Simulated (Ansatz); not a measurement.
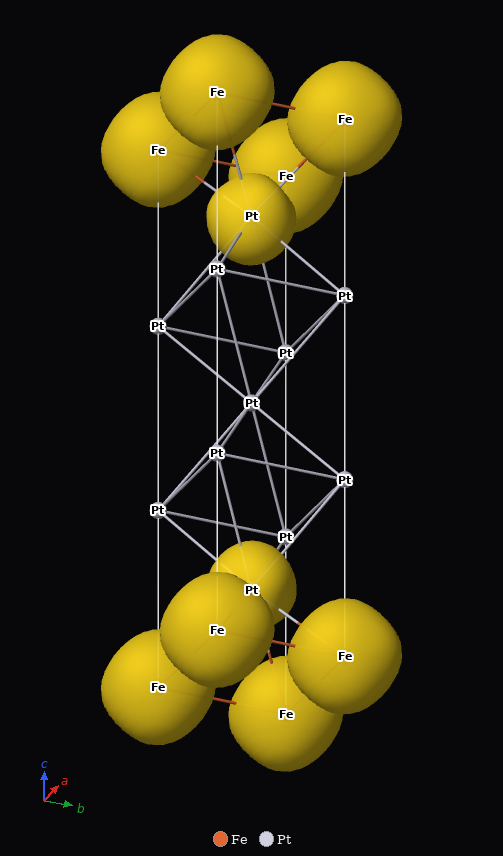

The picture shows: FePt5. Isosurfaces of the magnetisation density (up minus down) at +0.04 (yellow) and −0.04 e/Å³ (cyan), seen at an oblique angle. Sticks mark near contacts.

Space group P4/mmm; a structure generated by program, which may or may not match a known phase; spin-polarised.

All numbers below come from DFT PBE, scalar-relativistic, plane waves, PAW in Ansatz 0.2.0.

Core electrons are frozen (PAW), and the valence fields are smoothed inside the atomic spheres.

```yaml
crystal:
  lattice:
    - [2.76593, 0.00000, 0.00000]
    - [0.00000, 2.76593, 0.00000]
    - [0.00000, 0.00000, 11.84925]
  atoms:
    - { symbol: Fe, position: [0.00000, 0.00000, 0.00000] }
    - { symbol: Pt, position: [0.00000, 0.00000, 0.32870] }
    - { symbol: Pt, position: [0.00000, 0.00000, 0.67130] }
    - { symbol: Pt, position: [0.50000, 0.50000, 0.50000] }
    - { symbol: Pt, position: [0.50000, 0.50000, 0.15260] }
    - { symbol: Pt, position: [0.50000, 0.50000, 0.84740] }
```

Describe the spin distribution.

Answer. The spin density sits on Fe: +3.0 μB in one cell of 6 atoms, with smaller moments on other sites: Pt (up to +0.29 μB): parallel moments, as they must be, since the calculation's own cell holds one magnetic site. The cell of the calculation (6 atoms) carries 3.6 μB of net spin moment. Only one sign reaches the isovalue.
